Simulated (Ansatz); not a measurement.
**Run report: MoSi₂, single-point calculation**

MoSi₂ (slab, 6 atoms in the cell), computed with DFT, PBEsol, plane waves, PAW, PAW set soft_1, Ueff = 1 eV on Mo d, no spin polarisation (Ansatz 0.2.0).

The structure derives from an entry of the Crystallography Open Database. Figures and captions count atoms from 1; the log counts them from 0 in places.

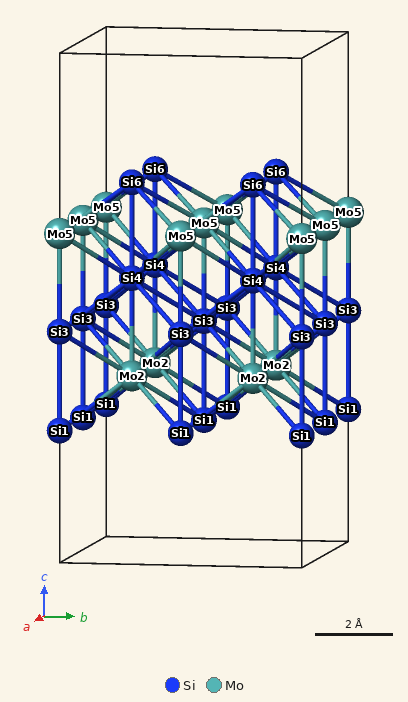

**Figure 1.** The structure as given in the input (ball-and-stick view of the 2 × 2 repeat of the cell, with the vacuum cut short, seen slightly off an axis; atoms are numbered from 1 in the order of the input). An atom can appear more than once, as a periodic image. Near neighbours in the periodic cell (some may lie outside the picture): Si has 4 Mo at 2.57 to 2.62 Å and 1 Si at 2.52 to 2.60 Å; Mo has 9 Si at 2.56 to 2.63 Å; Si has 5 Mo at 2.56 to 2.63 Å and 5 Si at 2.52 to 2.60 Å.

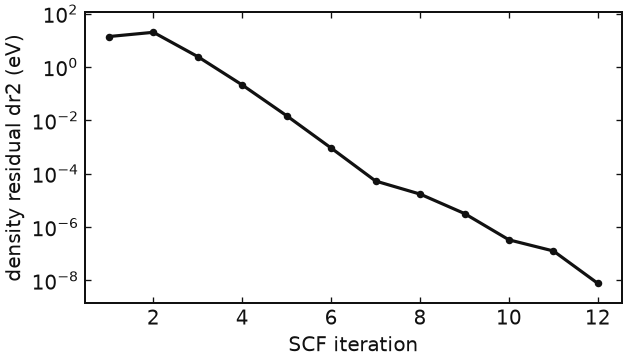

**Figure 2.** Convergence of the self-consistent field: density residual dr2 against the SCF iteration. The residual falls almost steadily, with no more than small rises.

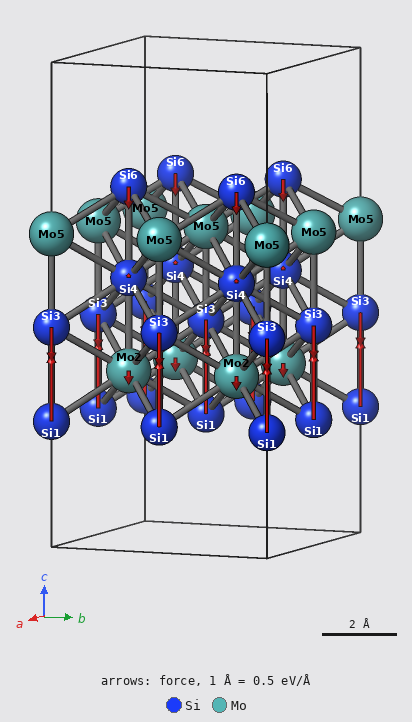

**Figure 3.** Forces on the atoms as red arrows (ball-and-stick view of the 2 × 2 repeat of the cell, with the vacuum cut short, seen slightly off an axis; atoms are numbered from 1 in the order of the input); the smallest are left out. The largest act on Si1 (0.93 eV/Å); Si3 (0.47 eV/Å); Si6 (0.32 eV/Å). The geometry is not a stationary point of this energy.

The input that produced these results follows, with the program's output.

### Input
```yaml
crystal:
  lattice:
    - [3.2169717406, 0.0, 0.0]
    - [0.0, 3.2169717406, 0.0]
    - [0.0, 0.0, 21.8787970309]
  atoms:
    - { symbol: Si, position: [0.0, 0.0, 0.1828254083] }
    - { symbol: Mo, position: [0.5, 0.5, 0.2421667771] }
    - { symbol: Si, position: [0.0, 0.0, 0.301508146] }
    - { symbol: Si, position: [0.5, 0.5, 0.359365994] }
    - { symbol: Mo, position: [0.0, 0.0, 0.4192862009] }
    - { symbol: Si, position: [0.5, 0.5, 0.4743769512] }
  symmetry: { detect: false }
kpoints:
  mp_grid: { grid: [8, 8, 1] }
hamiltonian:
  xc: pbesol
  pseudopotentials: { kind: paw, azcp: { folder: soft_1 } }
  hubbard: { sites: [{ species: Mo, l: d, u_eff: 1.0 }], double_counting: fll }
scf:
  occupations: { method: gaussian, width: 0.1 }
output:
  forces: true
  eigenvalues: true
efield:
  axis: 3
  dipole_correction: true
  ramp_width: 0.04
```

Launch command:
```bash
ansatz run input.yaml --threads 1 --pin off --max-ram 3072MiB --backend cpu --events-out ev --progress --plain --runs-dir out
```

### What the program printed
```
Warning: [file] the record states the generating functional pbe (its physics header spells it `PBE`), which answers neither for hamiltonian.xc's functional nor for the pbesol family's — results may be inconsistent (PPs are generated against a specific XC)
Warning: [file] the record states the generating functional pbe (its physics header spells it `PBE`), which answers neither for hamiltonian.xc's functional nor for the pbesol family's — results may be inconsistent (PPs are generated against a specific XC)
Si: projections on atomic orbitals take those of the free atom [Ne] 3s2 3p2, of charge +0.00 (hamiltonian.pseudopotentials.projection_atoms); the dataset's partial waves leave at most 4.7e-8 of an orbital's norm unspanned inside its sphere
Mo: projections on atomic orbitals take those of the free atom [Ar 3d10] 4s2 4p6 4d5 5s1, of charge +0.00 (hamiltonian.pseudopotentials.projection_atoms); the dataset's partial waves leave at most 6.0e-6 of an orbital's norm unspanned inside its sphere
Engine: ansatz 0.2.0, aarch64-unknown-linux-gnu
Pseudopotentials: kind: paw
Pseudopotential: Si, paw, valence charge 4, recommended cutoff 420 eV (normal), [file]
Pseudopotential: Mo, paw, valence charge 14, recommended cutoff 420 eV (normal), [file]
Functional definition: PBEsol
  exchange = pbesol_x
  correlation = pbesol_c
Crystal: 6 atoms, lattice volume = 226.422 Å³
Basis set: ecut = 420 eV, 4441 PW (Γ), exchange–correlation on 48×48×300 points (8 copies of the dense FFT grid, shifted against one another)
Bands: 28, of which v1, the nominal top of the filled ones, is band 22 counted from 1 (21 counted from 0)
Symmetry: 1 space group operations
k-points: 34 of 64 (time reversal used)
Non-local potential: Si, projectors of the file, l = 0: 2, l = 1: 2, l = 2: 1
Non-local potential: Mo, projectors of the file, l = 0: 3, l = 1: 2, l = 2: 2, l = 3: 1
PAW form: soft (Blöchl's): semilocal exchange-correlation on the pseudo side does not see the compensation charge
PAW frozen core: Si, regenerated for the run's functional, and the local potential with it (the file was generated under x = pbe(κ = 0.804, μ = 0.2195149727645171), c = pbe(β = 0.06672455060314922))
PAW frozen core: Mo, regenerated for the run's functional, and the local potential with it (the file was generated under x = pbe(κ = 0.804, μ = 0.2195149727645171), c = pbe(β = 0.06672455060314922))
PAW one-centre angular grid: Si, 110 points (default); XC on 64 Gauss nodes
PAW one-centre angular grid: Mo, 590 points (default); XC on 64 Gauss nodes
Initial density: superposition of atomic densities (neutral atoms: chi_scale 0, normalization atom)
Initial wavefunctions: pseudopotential atomic-orbital guess
Functional: x = pbesol(κ = 0.804, μ = 0.12345679012345678), c = pbesol(β = 0.046)
SCF iter   1: F=—  HF=-12281.414611 eV  |F-HF|=—  |Δ(HF+E_count)|=         —  Δρ=4.68e-2  dr2=1.38e1  ethr=3.10e-3  p=-0.000 e·Å  D=-4.02e-7 V/Å  ΔV_dip=0.00 eV  dr2_dipole=8.43e-3  V_vac-E_F(+/−)=6.59/6.59 eV  ⟨swp⟩=11.0  Hψ=6354  notcnv=0
efield: sawtooth ramp at fractional position 0.8086 (placed from the atoms, in the widest stretch of the axis that holds none; the zero of the levels goes with the place), width 0.0400; the density the first Hamiltonian is built on has a dipole p = -0.000 e·Å; the dipole correction subtracts the counter field D = -4.02e-7 V/Å, which shifts the + side's vacuum level by +0.00 eV against the − side's; the planar-averaged density in the ramp window peaks in size at 2.0e-6 e/Å³
preconditioner: auto → LDOS  [metal: Δε(μ)=0.083 eV  Ē_g=6.769 eV  σ=0.100 eV  W_gap=0.43  n_scr=34 (ndim 8)  ℏωp=13.1 eV  f_vac=0.527  D(μ)=1.51/eV (n_scr^D=6)  β→1.0]
SCF iter   2: F=—  HF=-12282.081021 eV  |F-HF|=—  |Δ(HF+E_count)|=   6.66e-1  Δρ=6.06e-2  dr2=1.99e1  ethr=3.10e-3  p=0.051 e·Å  D=4.10e-2 V/Å  ΔV_dip=-0.90 eV  dr2_dipole=2.94e-1  V_vac-E_F(+/−)=4.70/5.59 eV  ⟨swp⟩=4.2  Hψ=2710  notcnv=0  defer=38
SCF iter   3: F=—  HF=-12278.961884 eV  |F-HF|=—  |Δ(HF+E_count)|=    3.12e0  Δρ=9.16e-3  dr2=2.43e0  ethr=3.10e-3  p=-0.041 e·Å  D=-3.27e-2 V/Å  ΔV_dip=0.71 eV  dr2_dipole=1.13e0  V_vac-E_F(+/−)=4.80/4.08 eV  ⟨swp⟩=3.6  Hψ=2438  notcnv=0  defer=44
SCF iter   4: F=—  HF=-12278.881310 eV  |F-HF|=—  |Δ(HF+E_count)|=   8.06e-2  Δρ=5.29e-3  dr2=2.11e-1  ethr=3.10e-3  p=0.008 e·Å  D=6.65e-3 V/Å  ΔV_dip=-0.15 eV  dr2_dipole=6.05e-2  V_vac-E_F(+/−)=4.66/4.80 eV  ⟨swp⟩=2.2  Hψ=1319  notcnv=0  defer=40
SCF iter   5: F=—  HF=-12278.862159 eV  |F-HF|=—  |Δ(HF+E_count)|=   1.92e-2  Δρ=2.30e-3  dr2=1.48e-2  ethr=4.79e-4  p=0.003 e·Å  D=2.14e-3 V/Å  ΔV_dip=-0.05 eV  dr2_dipole=4.91e-4  V_vac-E_F(+/−)=4.57/4.62 eV  ⟨swp⟩=2.0  Hψ=1408  notcnv=0  defer=36
SCF iter   6: F=—  HF=-12278.861851 eV  |F-HF|=—  |Δ(HF+E_count)|=   3.08e-4  Δρ=6.02e-4  dr2=9.12e-4  ethr=3.37e-5  p=0.004 e·Å  D=3.50e-3 V/Å  ΔV_dip=-0.08 eV  dr2_dipole=7.85e-5  V_vac-E_F(+/−)=4.51/4.59 eV  ⟨swp⟩=2.1  Hψ=1502  notcnv=0  defer=36
SCF iter   7: F=—  HF=-12278.861868 eV  |F-HF|=—  |Δ(HF+E_count)|=   1.71e-5  Δρ=1.78e-4  dr2=5.30e-5  ethr=2.07e-6  p=0.005 e·Å  D=3.70e-3 V/Å  ΔV_dip=-0.08 eV  dr2_dipole=2.81e-6  V_vac-E_F(+/−)=4.51/4.59 eV  ⟨swp⟩=2.9  Hψ=1856  notcnv=0  defer=36
SCF iter   8: F=—  HF=-12278.861969 eV  |F-HF|=—  |Δ(HF+E_count)|=   1.01e-4  Δρ=6.60e-5  dr2=1.72e-5  ethr=1.20e-7  p=0.005 e·Å  D=3.85e-3 V/Å  ΔV_dip=-0.08 eV  dr2_dipole=1.48e-6  V_vac-E_F(+/−)=4.51/4.59 eV  ⟨swp⟩=2.2  Hψ=1565  notcnv=0  defer=36
SCF iter   9: F=—  HF=-12278.861975 eV  |F-HF|=—  |Δ(HF+E_count)|=   6.50e-6  Δρ=2.28e-5  dr2=3.21e-6  ethr=3.91e-8  p=0.005 e·Å  D=3.96e-3 V/Å  ΔV_dip=-0.09 eV  dr2_dipole=1.48e-6  V_vac-E_F(+/−)=4.50/4.59 eV  ⟨swp⟩=2.6  Hψ=1304  notcnv=0  defer=36
SCF iter  10: F=—  HF=-12278.861976 eV  |F-HF|=—  |Δ(HF+E_count)|=   8.30e-7  Δρ=1.05e-5  dr2=3.32e-7  ethr=7.30e-9  p=0.005 e·Å  D=4.06e-3 V/Å  ΔV_dip=-0.09 eV  dr2_dipole=2.92e-8  V_vac-E_F(+/−)=4.50/4.59 eV  ⟨swp⟩=1.9  Hψ=1236  notcnv=0  defer=36
SCF iter  11: F=—  HF=-12278.861976 eV  |F-HF|=—  |Δ(HF+E_count)|=   1.44e-7  Δρ=3.84e-6  dr2=1.27e-7  ethr=2.27e-10  p=0.005 e·Å  D=4.11e-3 V/Å  ΔV_dip=-0.09 eV  dr2_dipole=3.11e-8  V_vac-E_F(+/−)=4.50/4.59 eV  ⟨swp⟩=15.4  Hψ=5669  notcnv=0
SCF iter  12: F=-12278.861976 eV  HF=-12278.861976 eV  |F-HF|=1.88e-8  |Δ(HF+E_count)|=   5.03e-8  Δρ=1.86e-6  dr2=7.73e-9  ethr=2.27e-10  p=0.005 e·Å  D=4.12e-3 V/Å  ΔV_dip=-0.09 eV  dr2_dipole=9.59e-11  V_vac-E_F(+/−)=4.50/4.59 eV  ⟨swp⟩=4.2  Hψ=2919  notcnv=0
SCF 1 converged in 12 iterations: F = -12278.861976 eV  dr2 = 7.73e-9
  greatest PAW one-centre occupation: 0.999 electrons in one spin orbital (limit 2), on the Mo atom at site 4 (counted from 0), in its partial waves of l = 0
SCF converged after 12 iterations
Free energy (F): -12278.861976 eV
Harris-Foulkes:  -12278.861976 eV  (|F-HF|=1.88e-8)
Internal energy: -12278.843535 eV  (E = F + TS)
E sigma→0 (E₀):  -12278.852756 eV
Entropy (-TS):   -0.018441 eV (-3.073 meV/atom)
Fermi energy:    2.675803 eV
Dipole field:    D = 0.004130 V/Å  (p = 0.005168 e·Å, saw-weighted, corrected)
Work function:   Φ+ = 4.5000 eV   Φ− = 4.5903 eV
Levels:          The Fermi level and band energies are counted from a zero that moves with the ramp; work functions are not
--- Per-component energies (eV) ---
  E_band       = -654.581336
  E_kinetic    = 1014.454335
  E_local      = -29389.218368  (includes V_loc(G=0)·N_el)
  E_nonlocal   = 392.116244
  E_hartree    = 14145.356845
  E_xc         = -577.177345
  E_vxc        = -633.628742  (∫ρ·V_xc dr)
  E_hubbard    = 2.393312  (on-site DFT+U / exact-exchange correction)
  E_vhub       = -0.909910  (the Hubbard potential's part of the band-sum identity)
  E_paw        = -8299.403715  (= ΣΔE_a)
  E_vpaw       = -328.106262  (= ΣTr[D̂ρ^β])
  E_aug_tail   = 0.000260  (compensation charges beyond the density's cutoff)
  E_efield     = 0.000011  (sawtooth field / dipole correction)
  E_vefield    = -0.006683  (∫n·V_field dr)
  E_ewald      = 10432.090044
  E_core_change = 0.544843  (= ΣΔE_core)
  E_smearing   = -0.018441  (= −TS)
  E_closure    = -0.000000  (closes the sum)
  Σ components = -12278.861976   (vs F -12278.861976, Δ=0.00e0)
--- Forces (eV/Å), atoms counted from 1 ---
  atom   1  Si     0.00000001    -0.00000000     0.93080717
  atom   2  Mo    -0.00000000    -0.00000000    -0.20481633
  atom   3  Si    -0.00000000    -0.00000002    -0.47343549
  atom   4  Si    -0.00000000    -0.00000000     0.06729441
  atom   5  Mo     0.00000000    -0.00000001     0.00309510
  atom   6  Si    -0.00000000     0.00000000    -0.32295734
  max |Σ_I F_I| component: 1.25e-5 eV/Å
--- Band table (eV; the first three rows and the last of 34) ---
  k-point 0: bands = ["-57.6385", "-57.5838", "-31.7876", "-31.7629", "-31.7629", "-31.7566", "-31.6800", "-31.6800", "-9.9521", "-7.7566", "-6.3252", "-3.3325", "-2.1102", "-0.4080", "-0.0784", "0.6626", "0.6626", "1.0636", "2.0626", "2.0626", "3.1652", "3.3766", "3.5251", "3.8868", "3.8868", "4.2996", "5.7025", "5.7025"]
  k-point 1: bands = ["-57.6360", "-57.5813", "-31.8002", "-31.7830", "-31.7593", "-31.7524", "-31.7164", "-31.6765", "-9.7247", "-7.5118", "-6.1650", "-3.3244", "-1.9313", "-0.8061", "-0.1242", "0.3320", "0.7721", "0.9379", "1.7400", "2.0771", "2.3615", "2.5813", "3.4544", "4.0156", "4.3147", "4.8460", "5.0376", "6.6484"]
  k-point 2: bands = ["-57.6298", "-57.5752", "-31.8890", "-31.8036", "-31.7716", "-31.7506", "-31.7425", "-31.6680", "-9.0636", "-6.8292", "-5.7192", "-3.6754", "-1.8871", "-1.4504", "-0.5803", "0.0097", "0.8484", "0.8630", "1.2262", "1.3359", "1.7265", "2.4322", "3.4543", "3.6947", "4.3756", "4.5942", "5.9012", "6.1642"]
  k-point 33: bands = ["-57.6041", "-57.5499", "-31.9730", "-31.9730", "-31.8866", "-31.8866", "-31.7289", "-31.7019", "-6.2845", "-5.9490", "-3.4516", "-3.4516", "-2.2911", "-2.2506", "-0.9419", "-0.9419", "-0.4903", "-0.4903", "0.9500", "1.0125", "1.2065", "1.2065", "3.8967", "3.9004", "5.2283", "5.3392", "6.7271", "6.7271"]
Occupation matrices written to [file]
```

### Key numbers

- outcome: converged
- electrons treated: 44
- free energy: −12278.8620 eV
- Fermi energy: 2.676 eV
- gap on the k-point mesh: none (metallic)
- largest force (length of the vector): 0.931 eV/Å
- hardware: 1 thread of Arm Neoverse V1, 24 GiB of memory available, shared host
- wall time: 30 s
- peak memory: 0.55 GiB

### Remarks

Settings chosen away from the usual ones: hamiltonian.hubbard set to {"sites": [{"species": "Mo", "l": "d", "u_eff": 1.0}], "double_counting": "fll"}; hamiltonian.xc set to pbesol (from pbe); crystal.symmetry set to {"detect": false}; basis.ecutwfc removed. The program warns: the PAW datasets were made with another functional.
